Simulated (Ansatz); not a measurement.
## Energy of Y along a strain of the cell

System: Y (I4/mmm, 1 atom in the cell).
Method: DFT LDA, scalar-relativistic, plane waves, PAW, no spin polarisation (Ansatz 0.2.0).

The 5 runs differ only in the geometry, by a strain of the cell at fixed fractional positions. Against run 3, the strain is εxx = η and εyy = η. The structure derives from an entry of the Crystallography Open Database.

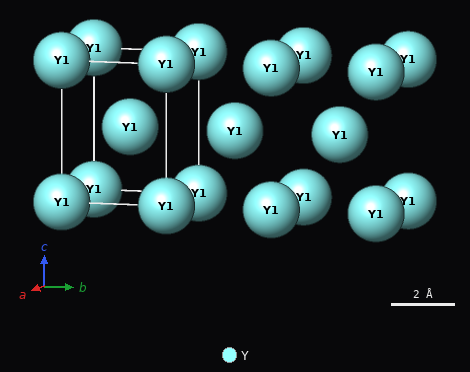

Figure 1. The structure of run 3 (spheres-only view of the cell 2 times as large as that of the calculation, set on its symmetry axes, repeated 1 × 3 × 1, seen slightly off an axis; atoms are numbered from 1 in the order of the input).

### Input of run 3
```yaml
crystal:
  lattice:
    - [0.0, 2.485, 2.2862]
    - [2.485, 0.0, 2.2862]
    - [2.485, 2.485, 0.0]
  atoms:
    - { symbol: "Y", position: [0.0, 0.0, 0.0] }
basis:
  ecutwfc: 420
kpoints:
  mp_grid: { grid: [16, 16, 16] }
hamiltonian:
  xc: lda
scf:
  occupations: { method: gaussian, width: 0.15 }
output:
  forces: true
  stress: true
  eigenvalues: true
```

Run 2 differs from it as follows:
```diff
-    - [0.0, 2.485, 2.2862]
-    - [2.485, 0.0, 2.2862]
-    - [2.485, 2.485, 0.0]
+    - [0.0, 2.3856, 2.2862]
+    - [2.3856, 0.0, 2.2862]
+    - [2.3856, 2.3856, 0.0]
```

### Results, with one run withheld

```csv
run,strain parameter η (%),"free energy per atom, from the lowest run given (meV)",pressure (GPa)
1,−8.0000,178.58,13.25
2,−4.0000,?,?
3,0.0000,0.00,2.06
4,4.0000,10.99,−1.51
5,8.0000,70.07,−4.12
```

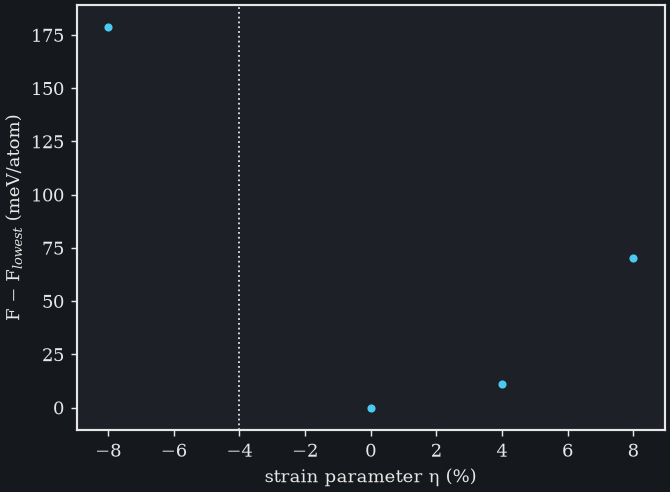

Figure 2. Free energy per atom of the runs given; the dotted line marks run 2.

Estimate the energy of run 2 from the others.

A quadratic polynomial in the coordinate, fitted to the 4 runs given, misses them by at most 4.09 meV per atom. With x = η − 1.0000, it reads F = −1.681 − 2.8487 x + 1.9026 x² (meV per atom). At run 2 it gives 60.13 meV per atom, and the run itself gives 50.66. The fit has its minimum at η = 1.7486 %. So low a polynomial doesn't follow these energies more closely.

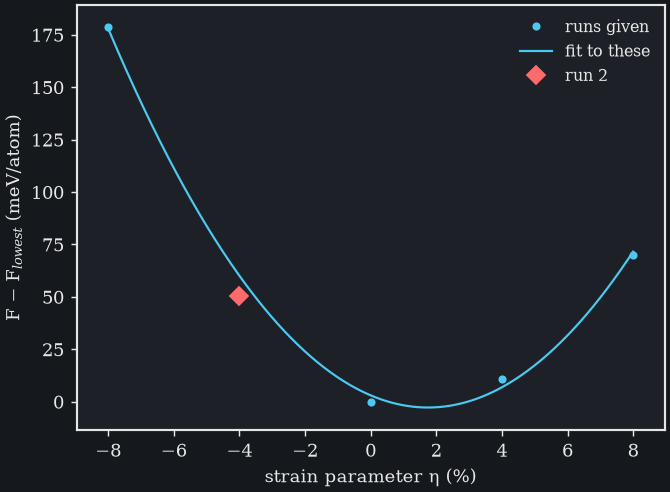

Figure 3. The fit and the withheld run.

### Output, shortened to warnings, some set-up lines, iterations and results (run 2)
```
Basis set: ecut = 420 eV, 531 PW (Γ)
Symmetry: 16 space group operations
k-points: 349 of 4096
Initial density: superposition of atomic densities (neutral atoms: chi_scale 0, normalization atom), corrected by the library's trained network
[...]
SCF iter   1: F=—  HF=-3745.485944 eV  |F-HF|=—  |Δ(HF+E_count)|=         —  Δρ=5.57e-3  dr2=2.54e-3  ethr=1.77e-3  ⟨swp⟩=5.0  Hψ=19644  notcnv=0
SCF iter   2: F=—  HF=-3745.485682 eV  |F-HF|=—  |Δ(HF+E_count)|=   2.61e-4  Δρ=3.04e-3  dr2=8.89e-4  ethr=2.31e-5  ⟨swp⟩=1.5  Hψ=6540  notcnv=0
SCF iter   3: F=—  HF=-3745.485594 eV  |F-HF|=—  |Δ(HF+E_count)|=   8.80e-5  Δρ=4.14e-4  dr2=3.65e-5  ethr=8.09e-6  ⟨swp⟩=3.0  Hψ=5381  notcnv=0
SCF iter   4: F=—  HF=-3745.485580 eV  |F-HF|=—  |Δ(HF+E_count)|=   1.40e-5  Δρ=6.80e-5  dr2=8.22e-7  ethr=3.31e-7  ⟨swp⟩=2.2  Hψ=5408  notcnv=0
SCF iter   5: F=-3745.485580 eV  HF=-3745.485580 eV  |F-HF|=2.76e-8  |Δ(HF+E_count)|=   2.25e-7  Δρ=1.32e-5  dr2=4.08e-8  ethr=7.48e-9  ⟨swp⟩=1.0  Hψ=3440  notcnv=0
SCF iter   6: F=-3745.485580 eV  HF=-3745.485580 eV  |F-HF|=1.25e-10  |Δ(HF+E_count)|=   1.35e-8  Δρ=1.19e-6  dr2=2.62e-10  ethr=3.71e-10  ⟨swp⟩=2.5  Hψ=12705  notcnv=0
SCF 1 converged in 6 iterations: F = -3745.485580 eV  dr2 = 2.62e-10
SCF converged after 6 iterations
Free energy (F): -3745.485580 eV
Harris-Foulkes:  -3745.485580 eV  (|F-HF|=1.25e-10)
Internal energy: -3745.472004 eV  (E = F + TS)
E sigma→0 (E₀):  -3745.478792 eV
Entropy (-TS):   -0.013577 eV (-13.577 meV/atom)
Fermi energy:    11.990219 eV
--- Per-component energies (eV) ---
  E_band       = -88.136780
  E_kinetic    = 309.528903
  E_local      = -531.674610  (includes V_loc(G=0)·N_el)
  E_nonlocal   = 54.989950
  E_hartree    = 168.174595
  E_xc         = -173.033198
  E_vxc        = -200.285756  (∫ρ·V_xc dr)
  E_paw        = -2724.689261  (= ΣΔE_a)
  E_vpaw       = -57.044146  (= ΣTr[D̂ρ^β])
  E_aug_tail   = 0.000002  (compensation charges beyond the density's cutoff)
  E_ewald      = -849.097970
  E_core_change = 0.329586  (= ΣΔE_core)
  E_smearing   = -0.013577  (= −TS)
  E_closure    = 0.000000  (closes the sum)
  Σ components = -3745.485580   (vs F -3745.485580, Δ=0.00e0)
--- Forces (eV/Å), atoms counted from 1 ---
  atom   1  Y     -0.00000000     0.00000000    -0.00000000
  max |Σ_I F_I| component: 9.86e-32 eV/Å
--- Stress (GPa, compression-positive) ---
        6.397931       0.000000       0.000000
        0.000000       6.397931       0.000000
        0.000000      -0.000000       7.819533
  P = ⅓ Tr σ = 6.8718 GPa (68.718 kbar)
```
